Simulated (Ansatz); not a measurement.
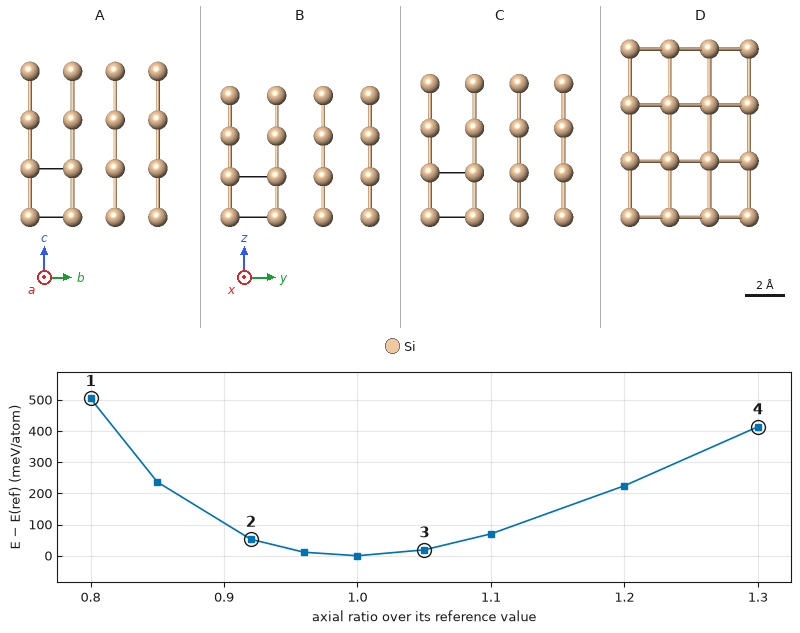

Energy scan for solid Si (P6/mmm), in which the ratio of the cell's length along z to its lengths across, counted as 1 for the reference, is changed at fixed volume (a c/a path), with the atoms kept at their fractional coordinates. x, y and z are the Cartesian axes of the input. The frames are shuffled; the numbered points of the plot belong to them. Style: ball-and-stick. Shown: the cell of the calculation, repeated 2 × 3 × 3 with one cell outlined, along the a axis.

These are results of DFT PBEsol, scalar-relativistic, plane waves, PAW (Ansatz), not measurements. (plane-wave cutoff 420 eV; k-point mesh 24 × 24 × 22; occupations gaussian; smearing width 0.15 eV; no spin polarisation). Energies (free energies at the smearing named) are counted from the cell as listed in its source, which wasn't relaxed.

Question: Which frame belongs to which numbered point?

Answer: Point 1 is frame B (the relative ratio 0.80, 504 meV/atom); 2 is frame C (the relative ratio 0.92, 53 meV/atom); 3 is frame A (the relative ratio 1.05, 19 meV/atom); 4 is frame D (the relative ratio 1.30, 413 meV/atom). The lowest computed point lies at the relative ratio 1.00 (0 meV/atom). At the ends of the scan the energy is 504 meV/atom (0.80) and 413 meV/atom (1.30). The unrelaxed reference is under a pressure of 0.7 GPa. The distortion keeps the space group P6/mmm. At the relative ratio 1.30 the cell of the drawing goes a 2.621 → 2.401 Å, b 2.621 → 2.401 Å, c 2.466 → 2.938 Å.
